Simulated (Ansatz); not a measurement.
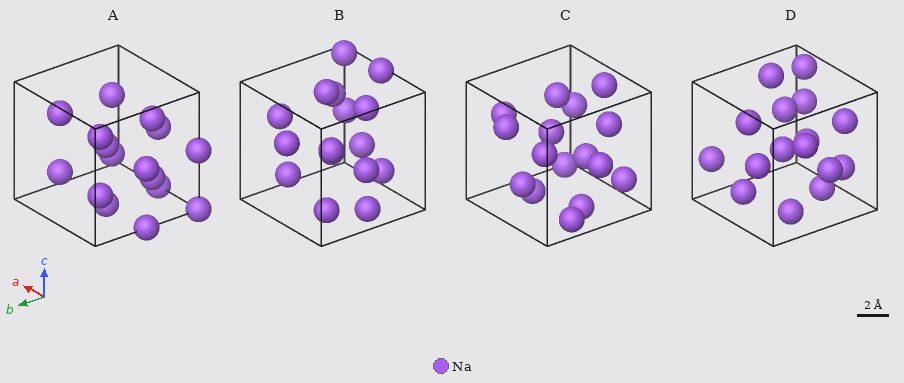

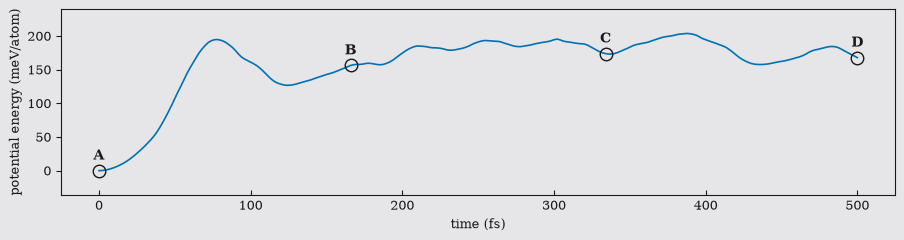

Molecular dynamics of a 16-atom cell of Na, 500 fs long. The cell was cut from the bcc crystal. Frames (A at 0 fs, B at 166 fs, C at 334 fs, D at 500 fs) and the history of the run. A spheres-only model of the simulation cell, seen from a free direction. Atoms that leave the cell re-enter on the other side.

These are results of Ansatz, DFT LDA, scalar-relativistic, plane waves, PAW, not measurements. Settings: plane-wave cutoff 420 eV; k-point mesh 1 × 1 × 1; Fermi-Dirac smearing 0.16 eV; low-accuracy preset; volume 1.05 times that of the relaxed crystal; Langevin thermostat (NVT); set temperature 1800 K; time step 2 fs; friction 0.02 per fs.

Question: What do the frames and curves show?

Answer: The mean temperature in the second half is 1805 K (standard deviation 388 K). The potential energy in the second half lies on average 183 meV per atom above the first frame. In the second half of the run the atoms are, in the root-mean-square, this far from where they began (common drift taken out): Na 1.69 Å. That is a large part of the typical shortest distance between atoms in the first frame, about 3.7 Å and still growing: the atoms leave their places as in a liquid, so the crystal loses its order.

Limits of the set-up: the k-point mesh is coarse for a cell with partly filled bands; the program's low-accuracy preset was used.

The run took of the order of 7 core-minutes on a shared host.
